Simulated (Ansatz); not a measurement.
# Energy of Sr along an even scaling of the cell

System: Sr (Fm-3m, 1 atom in the cell).
Method: Kohn-Sham DFT of a periodic cell, revPBE, spin-orbit coupling, Ansatz PAW, no spin polarisation (Ansatz 0.2.0).

The 6 runs differ only in the geometry, by an even scaling of the cell at fixed fractional positions. The structure derives from an entry of the Crystallography Open Database.

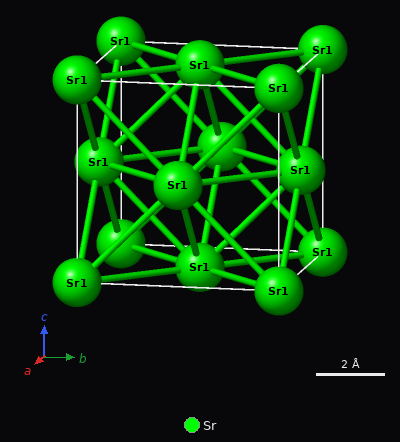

Figure 1. The structure of run 4 (ball-and-stick view of the cell 4 times as large as that of the calculation, set on its symmetry axes, seen slightly off an axis; atoms are numbered from 1 in the order of the input).

### Input of run 4
```yaml
crystal:
  lattice:
    - [0.0, 3.04235, 3.04235]
    - [3.04235, 0.0, 3.04235]
    - [3.04235, 3.04235, 0.0]
  atoms:
    - { symbol: Sr, position: [0.0, 0.0, 0.0] }
hamiltonian:
  xc: revpbe
  pseudopotentials: { kind: paw_fr }
magnetization:
  noncollinear: true
  spin_orbit: true
kpoints:
  mp_grid: { grid: [8, 8, 8] }
scf:
  occupations: { method: gaussian, width: 0.025 }
output:
  forces: true
  stress: true
  eigenvalues: true
```

Command:
```bash
ansatz run input.yaml --threads 1 --pin off --max-ram 2560MiB --backend cpu --events-out ev --progress --plain --runs-dir out
```

Run 5 differs from it as follows:
```diff
-    - [0.0, 3.04235, 3.04235]
-    - [3.04235, 0.0, 3.04235]
-    - [3.04235, 3.04235, 0.0]
+    - [0.0, 3.0624986004, 3.0624986004]
+    - [3.0624986004, 0.0, 3.0624986004]
+    - [3.0624986004, 3.0624986004, 0.0]
```

### Results, with one run withheld

```tsv
run	volume per atom (Å³)	free energy per atom, from the lowest run given (meV)	pressure (GPa)
1	52.940	11.09	0.95
2	54.067	5.44	0.66
3	55.193	1.80	0.38
4	56.319	0.00	0.13
5	57.446	?	?
6	59.698	3.75	−0.44
```

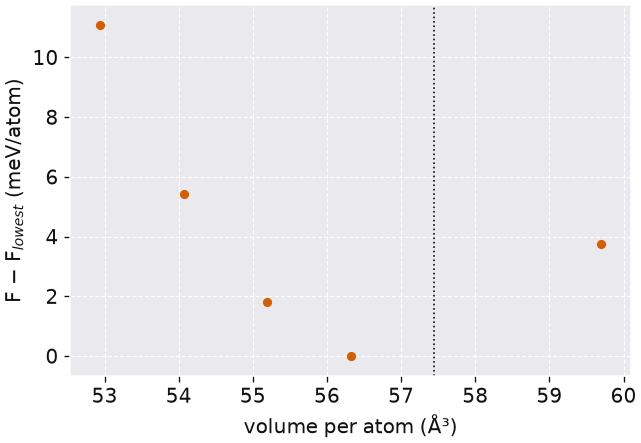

Figure 2. Free energy per atom of the runs given; the dotted line marks run 5.

Estimate the energy of run 5 from the others.

A cubic polynomial in V^(−2/3) (the Birch–Murnaghan form), fitted to the 5 runs given, misses them by at most 0.01 meV per atom. With x = V^(−2/3) − 0.06868 Å⁻², it reads F = 1.0282 + 2270 x + 9.7786e+05 x² + 2.3072e+06 x³ (meV per atom). At run 5 it gives −0.18 meV per atom, and the run itself gives −0.12. The slope of the fit gives a pressure −dF/dV of −0.08 GPa there, and the run prints −0.09 GPa. The fit has its minimum at 57.004 Å³ per atom, where V d²F/dV² gives 11 GPa: the bulk modulus at this level, since symmetry fixes the shape and the positions.

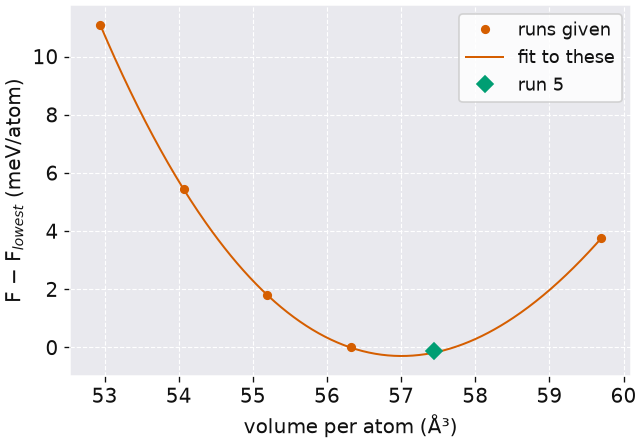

Figure 3. The fit and the withheld run.

### Output, shortened to warnings, some set-up lines, iterations and results (run 5)
```
Basis set: ecut = 420 eV, 1139 PW (Γ), exchange–correlation on 60×60×60 points (8 copies of the dense FFT grid, shifted against one another)
Symmetry: 48 space group operations + 48 with time reversal
k-points: 29 of 512
Initial density: superposition of atomic densities (chi_scale 0.1, normalization cell)
[...]
SCF iter   1: F=—  HF=-3549.671946 eV  |F-HF|=—  |Δ(HF+E_count)|=         —  Δρ=5.95e-3  dr2=2.21e-2  dr2_m=0.00e0 (ungated)  ethr=3.10e-3  |M|=0.00e0 ∫|m|=0.00e0 μB  …
SCF iter   2: F=—  HF=-3549.678784 eV  |F-HF|=—  |Δ(HF+E_count)|=   6.84e-3  Δρ=4.32e-3  dr2=1.13e-2  dr2_m=0.00e0 (ungated)  ethr=2.21e-4  |M|=0.00e0 ∫|m|=0.00e0 μB  …
SCF iter   3: F=—  HF=-3549.685083 eV  |F-HF|=—  |Δ(HF+E_count)|=   6.30e-3  Δρ=2.46e-4  dr2=3.36e-5  dr2_m=0.00e0 (ungated)  ethr=1.13e-4  |M|=0.00e0 ∫|m|=0.00e0 μB  …
SCF iter   4: F=—  HF=-3549.685091 eV  |F-HF|=—  |Δ(HF+E_count)|=   7.48e-6  Δρ=7.59e-5  dr2=2.35e-6  dr2_m=0.00e0 (ungated)  ethr=3.36e-7  |M|=0.00e0 ∫|m|=0.00e0 μB  …
SCF iter   5: F=—  HF=-3549.685095 eV  |F-HF|=—  |Δ(HF+E_count)|=   4.75e-6  Δρ=1.46e-5  dr2=1.27e-7  dr2_m=0.00e0 (ungated)  ethr=2.35e-8  |M|=0.00e0 ∫|m|=0.00e0 μB  …
SCF iter   6: F=-3549.685095 eV  HF=-3549.685095 eV  |F-HF|=2.88e-10  |Δ(HF+E_count)|=   8.75e-8  Δρ=1.77e-6  dr2=1.36e-9  dr2_m=0.00e0 (ungated)  ethr=1.00e-9  |M|=0.00e0 …
SCF 1 converged in 6 iterations: F = -3549.685095 eV  dr2 = 1.36e-9
SCF converged after 6 iterations
Magnetization: |M| = 0.0000 μB,  M = (+0.0000, +0.0000, +0.0000) μB
Absolute magnetization: 0.0000 μB (∫|m|)
  site 0: m = (+0.0000, +0.0000, +0.0000) μB, |m| = 0.0000 μB  (R = 1.79 Å)
Free energy (F): -3549.685095 eV
Harris-Foulkes:  -3549.685095 eV  (|F-HF|=2.88e-10)
Internal energy: -3549.684472 eV  (E = F + TS)
E sigma→0 (E₀):  -3549.684784 eV
Entropy (-TS):   -0.000623 eV (-0.623 meV/atom)
Fermi energy:    4.823886 eV
--- Per-component energies (eV) ---
  E_band       = -139.459076
  E_kinetic    = 241.199070
  E_local      = -782.186685  (includes V_loc(G=0)·N_el)
  E_nonlocal   = 202.074363
  E_hartree    = 199.405603
  E_xc         = -171.497654
  E_vxc        = -159.116157  (∫ρ·V_xc dr)
  E_paw        = -2699.689001  (= ΣΔE_a)
  E_vpaw       = -40.240610  (= ΣTr[D̂ρ^β])
  E_aug_tail   = -0.000001  (compensation charges beyond the density's cutoff)
  E_ewald      = -538.942193
  E_core_change = -0.047974  (= ΣΔE_core)
  E_smearing   = -0.000623  (= −TS)
  E_closure    = -0.000000  (closes the sum)
  Σ components = -3549.685095   (vs F -3549.685095, Δ=0.00e0)
--- Forces (eV/Å), atoms counted from 1 ---
  atom   1  Sr     0.00000000     0.00000000     0.00000000
  max |Σ_I F_I| component: 2.88e-31 eV/Å
--- Stress (GPa, compression-positive) ---
       -0.092351       0.000000       0.000000
       -0.000000      -0.092351      -0.000000
       -0.000000      -0.000000      -0.092351
  P = ⅓ Tr σ = -0.0924 GPa (-0.924 kbar)
```

Notes: Points of doubt noted for this run: forces on files of another functional.
